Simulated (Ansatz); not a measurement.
# Al16P16H (cell charge +1, with a compensating background) (cell with a defect): what the fields show

Input

```
crystal:
  lattice:
    - [-5.5073398843, 5.5073398843, -5.5073398843]
    - [5.5073398843, -5.5073398843, -5.5073398843]
    - [-5.5073398843, -5.5073398843, 5.5073398843]
  atoms:
    - { symbol: Al, position: [0.4982680565, 0.2487154937, 0.2487154937] }
    - { symbol: Al, position: [0.2487154937, 0.2487154937, 0.4982680565] }
    - { symbol: Al, position: [-0.0004474372, 0.2512845063, 0.75] }
    - { symbol: Al, position: [0.75, -0.0004474372, 0.2512845063] }
    - { symbol: Al, position: [0.75, 0.2512845063, -0.0004474372] }
    - { symbol: Al, position: [0.5004474372, 0.0017319435, 0.5004474372] }
    - { symbol: Al, position: [0.2512845063, -0.0004474372, 0.75] }
    - { symbol: Al, position: [-0.0004474372, 0.75, 0.2512845063] }
    - { symbol: Al, position: [0.9949307488, 0.9949307488, 0.9949307488] }
    - { symbol: Al, position: [0.75, 0.75, 0.5050692512] }
    - { symbol: Al, position: [0.5050692512, 0.75, 0.75] }
    - { symbol: Al, position: [0.2487154937, 0.4982680565, 0.2487154937] }
    - { symbol: Al, position: [0.2512845063, 0.75, -0.0004474372] }
    - { symbol: Al, position: [0.0017319435, 0.5004474372, 0.5004474372] }
    - { symbol: Al, position: [0.75, 0.5050692512, 0.75] }
    - { symbol: Al, position: [0.5004474372, 0.5004474372, 0.0017319435] }
    - { symbol: P, position: [0.5, 0.0, 0.25] }
    - { symbol: P, position: [0.25, 0.0, 0.5] }
    - { symbol: P, position: [0.0022788534, 0.0022788534, 0.75] }
    - { symbol: P, position: [0.75, 0.75, 0.2525594151] }
    - { symbol: P, position: [0.75, 0.0022788534, 0.0022788534] }
    - { symbol: P, position: [0.4977211466, 0.75, 0.4977211466] }
    - { symbol: P, position: [0.2525594151, 0.75, 0.75] }
    - { symbol: P, position: [0.0, 0.5, 0.25] }
    - { symbol: P, position: [0.0022788534, 0.75, 0.0022788534] }
    - { symbol: P, position: [0.75, 0.4977211466, 0.4977211466] }
    - { symbol: P, position: [0.4977211466, 0.4977211466, 0.75] }
    - { symbol: P, position: [0.2474405849, 0.2474405849, 0.2474405849] }
    - { symbol: P, position: [0.25, 0.5, 0.0] }
    - { symbol: P, position: [0.0, 0.25, 0.5] }
    - { symbol: P, position: [0.75, 0.2525594151, 0.75] }
    - { symbol: P, position: [0.5, 0.25, 0.0] }
    - { symbol: H, position: [0.75, 0.75, 0.75] }
  host:
    lattice:
      - [0.0, 2.7536699422, 2.7536699422]
      - [2.7536699422, 0.0, 2.7536699422]
      - [2.7536699422, 2.7536699422, 0.0]
    atoms:
      - { symbol: Al, position: [0.0, 0.0, 0.0] }
      - { symbol: P, position: [0.75, 0.75, 0.75] }
total_charge: 1
basis:
  ecutwfc: 420
  xc_grid: 2
kpoints:
  mp_grid: { grid: [2, 2, 2], shift: [0.5, 0.5, 0.5] }
hamiltonian:
  xc: pbe
scf:
  occupations: { method: gaussian, width: 0.01 }
output:
  forces: true
  stress: false
  eigenvalues: true
  charged_corrections:
    defect_position: [0.75, 0.75, 0.75]
    epsilon: [[10.3826, 0.0, 0.0], [0.0, 10.3826, 0.0], [0.0, 0.0, 10.3826]]
  write_density: true
  write_potential: true
  elf: true
  volumetric_format: npy
relax:
  adjacent_minimum: "off"
  f_tol: 0.025
  max_steps: 45
```

Launched as:

```sh
ansatz run input.yaml --threads 4 --pin off --max-ram 10240MiB --backend cpu --events-out ev --progress --plain --runs-dir out
```

The fields are those of the run's last geometry, not of the input's.

These are results of DFT PBE, scalar-relativistic, plane waves, PAW (Ansatz 0.2.0), not measurements.

The density is the valence pseudo-density of a PAW calculation; it isn't the true density close to the nuclei.

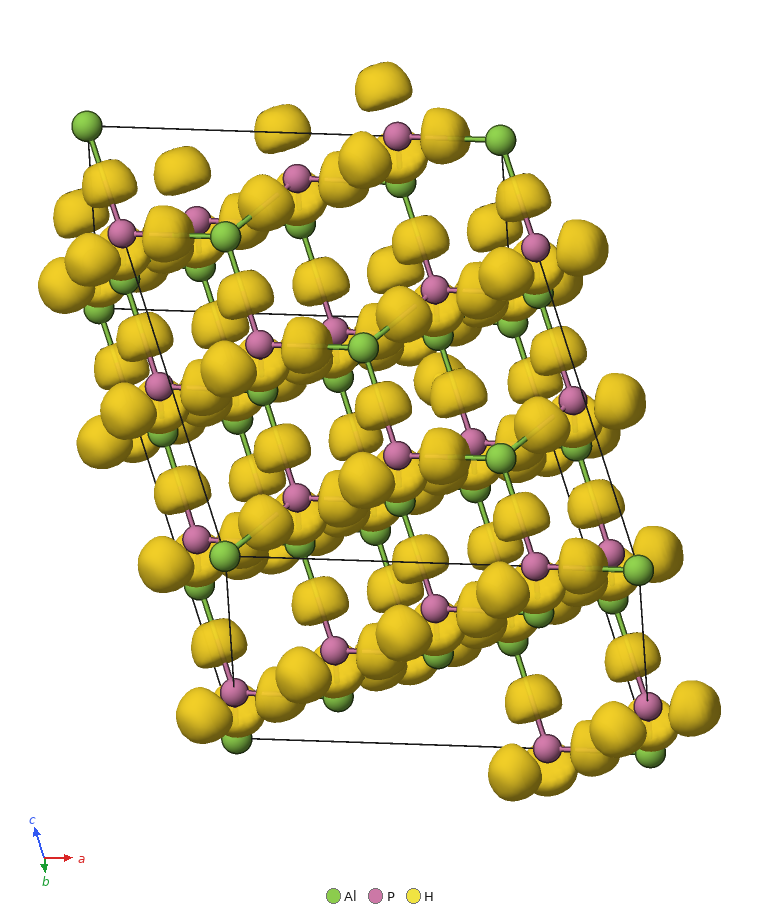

Figure 1. Isosurface of the ELF at 0.85 (yellow), seen at an oblique angle. Core shells and regions of very low density are left out. Sticks mark near contacts.

Q: What do the ELF domains correspond to?

A: The surface consists of 64 regions between bonded Al–P atoms (shared pairs) and one region around a hydrogen nucleus, counted in one cell of 33 atoms. Regions shared between cells count once. Profiles from the grid: Al–H (2.37 Å): the ELF climbs to about 1 towards the hydrogen. Al–P (2.38 Å): the ELF peaks at about 0.95 between the atoms, as expected for a covalent bond.

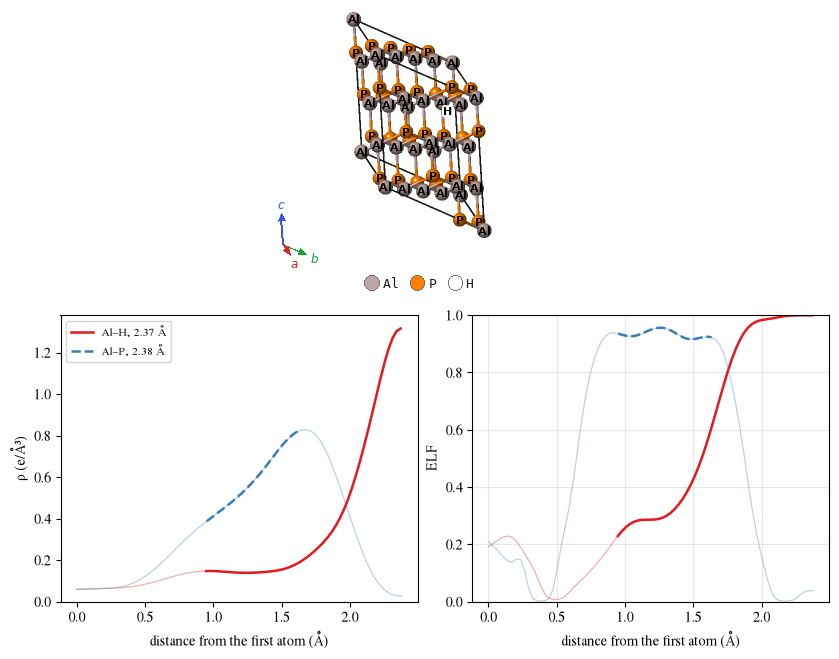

Figure 2. Valence electron density and ELF along straight lines between neighbouring atoms. Thin, pale parts lie inside the atomic spheres. The structure is drawn too.

Q: What can be read from the curves?

A: Al–H (2.37 Å): ρ is about 0.14 e/Å³ halfway; the ELF climbs to about 1 towards the hydrogen.
Al–P (2.38 Å): the density is about 0.51 e/Å³ at the midpoint; the ELF peaks at about 0.95 between the atoms, as expected for a shared electron pair.
